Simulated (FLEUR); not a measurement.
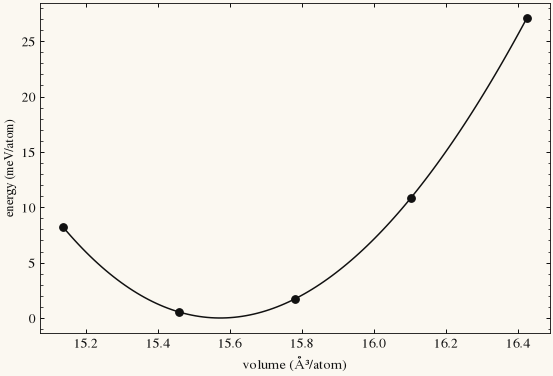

The picture above shows the energy against volume for NbP, space group I4_1md (No. 109).

Cell as given: a = 6.210 Å, b = 6.210 Å, c = 6.210 Å, α = 148.70°, β = 148.70°, γ = 44.85°; 4 atoms.

Computed with FLEUR MaX-R8.1 (later development tree): all-electron LAPW DFT, no spin polarisation; energies at scaled volumes of the given cell, shape and fractions fixed, counted from the fit's minimum, third-order Birch-Murnaghan fit. Level: PBEsol.

```csv
setting,value
k mesh,11×11×11
occupations,Fermi–Dirac
smearing width,0.05 eV
potentials,all electron
program settings,"basis FLAPW, kmax 5.3 1/bohr"
```

Q: Give the fitted equation-of-state parameters.

A: A third-order Birch–Murnaghan fit gives V0 = 15.57 Å³/atom, B0 = 205 GPa and B′ = 4.3.

Note: shape and atomic fractions are frozen while scaling, which makes layered, chain and framework solids too stiff.
